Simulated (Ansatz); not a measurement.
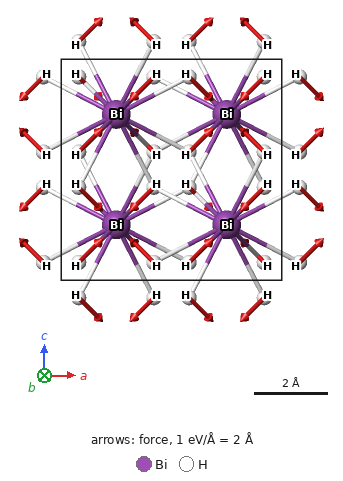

Starting geometry of a crystal of BiH4 (a generated structure, set up in F-43m) (coarse preliminary run) with the computed forces as red arrows. A ball-and-stick model of the conventional cell (4 times the calculation's cell), seen along the b axis. Lengths and directions refer to the drawn axes.

These are results of DFT PBE, scalar-relativistic, plane waves, PAW (Ansatz), not measurements. Set-up: plane-wave cutoff 420 eV; k-point mesh 6 × 6 × 6; occupations gaussian; smearing width 0.1 eV; no spin polarisation; cell and atoms relaxed; force threshold 0.04 eV/Å; at most 70 steps.

> Is this structure relaxed? If not, where do the atoms go?

It isn't relaxed: the largest force vector, on H atoms, is 0.58 eV/Å. The atoms end up moving mostly along the starting forces (cosine between the two patterns 1.00). The energy falls by 170 meV per atom in 5 accepted moves (6 points after the start). The largest force component goes from 0.34 to 0.0047 eV/Å. Pressure: −3.08 GPa at the start and −0.07 GPa at the end. The SCF was repeated once at an unchanged geometry on a basis and grid sized afresh for the cell, which shifted the energy by 1.3 meV per atom at most. The largest moves relative to the cell, 0.64 Å, are those of H atoms. Bi stays in place. Cell: a = b = c 6.106 → 5.640 Å (−7.6 %). Volume −21.2 %. Some distances before and after: Bi–H 2.493 → 2.380 Å. The space group stays F-43m (No. 216). Cost: 12 s on 1 thread of Arm Neoverse V1, on a shared host, peak memory 0.3 GiB.
